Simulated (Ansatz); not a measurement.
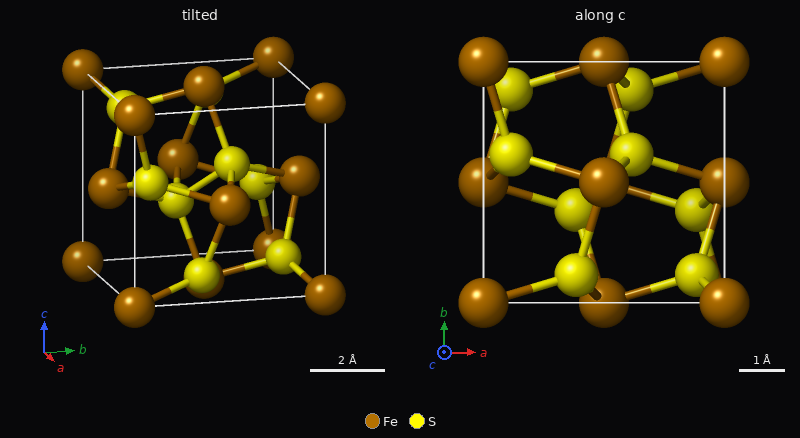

We look at a ball-and-stick model of the crystal slightly off an axis and along the c axis. The conventional unit cell is drawn as a box.

FeS2, pyrite, space group Pa-3 (No. 205), a = 5.403 Å, b = 5.403 Å, c = 5.403 Å, α = 90.00°, β = 90.00°, γ = 90.00°. The initial geometry was a structure listed in the Materials Project. Earlier steps of the study may have refined or changed the cell and positions. A calculation with Ansatz used it as input.

This one geometry was computed with Ansatz (DFT, plane waves, PAW) at six levels of theory: LDA, r2SCAN, dielectric-dependent PBE0 (fraction 1/eps_inf of PBE), PBE, r2SCAN0 and HSE06. It was relaxed beforehand with r2SCAN.

**Which level gives the highest pressure at this volume, and what does that say about its equilibrium volume?**

Highest: r2SCAN0 (2.5 GPa), which points to the largest equilibrium volume. Lowest, with the smallest volume: LDA (-10.8 GPa). Levels within 0.5 GPa of each other can't be told apart.

**How does the band gap change with the level of theory?**

LDA: a gap of 0.56 eV, indirect; PBE: a gap of 0.61 eV, indirect; r2SCAN: a gap of 0.91 eV, indirect; dielectric-dependent PBE0 (fraction 1/eps_inf of PBE): a gap of 1.02 eV, indirect; HSE06: a gap of 2.23 eV, direct; r2SCAN0: a gap of 3.26 eV, direct.

**Collect the results in a table.**

| level | cutoff (eV) | k-mesh of the run's cell | gap (eV) | pressure (GPa) |
| --- | --- | --- | --- | --- |
| LDA | 420 | 6×6×6 | 0.56 | -10.8 |
| r2SCAN | 500 | 6×6×6 | 0.91 | 0.0 |
| dielectric-dependent PBE0 (fraction 1/eps_inf of PBE) | 420 | 4×4×4 | 1.02 | -0.5 |
| PBE | 420 | 6×6×6 | 0.61 | 0.4 |
| r2SCAN0 | 500 | 4×4×4 | 3.26 | 2.5 |
| HSE06 | 420 | 4×4×4 | 2.23 | 0.1 |

Gaps are taken on the k-mesh or band path of each run.
